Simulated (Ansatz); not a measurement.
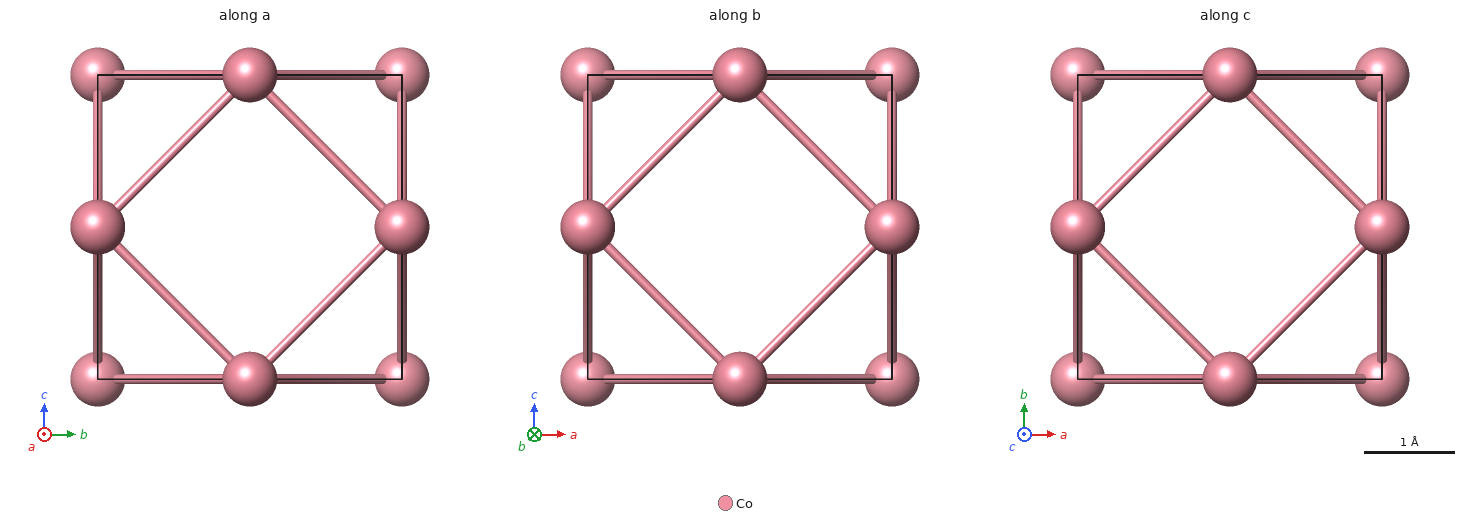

We look at a ball-and-stick model of the crystal along the a axis, along the b axis and along the c axis. The edges of the conventional unit cell are marked.

Lattice parameters: a = 3.4104 Å, b = 3.4104 Å, c = 3.4104 Å, α = 90.000°, β = 90.000°, γ = 90.000°.

Express the structure as a CIF with its space group and independent sites.

Answer.
```cif
data_structure
_symmetry_space_group_name_H-M 'P m -3 m'
_symmetry_Int_Tables_number 221
_cell_length_a 3.4104
_cell_length_b 3.4104
_cell_length_c 3.4104
_cell_angle_alpha 90.000
_cell_angle_beta 90.000
_cell_angle_gamma 90.000
_cell_volume 39.66
loop_
_atom_site_label
_atom_site_type_symbol
_atom_site_symmetry_multiplicity
_atom_site_Wyckoff_symbol
_atom_site_fract_x
_atom_site_fract_y
_atom_site_fract_z
_atom_site_occupancy
Co1 Co 3 d 0.5000 0.0000 0.0000 1
```

The cell started as a random cell made by a generator, so it need not be a real form of the element. It is drawn as it came out of a relaxation with DFT PBE, scalar-relativistic, plane waves, PAW (Ansatz).
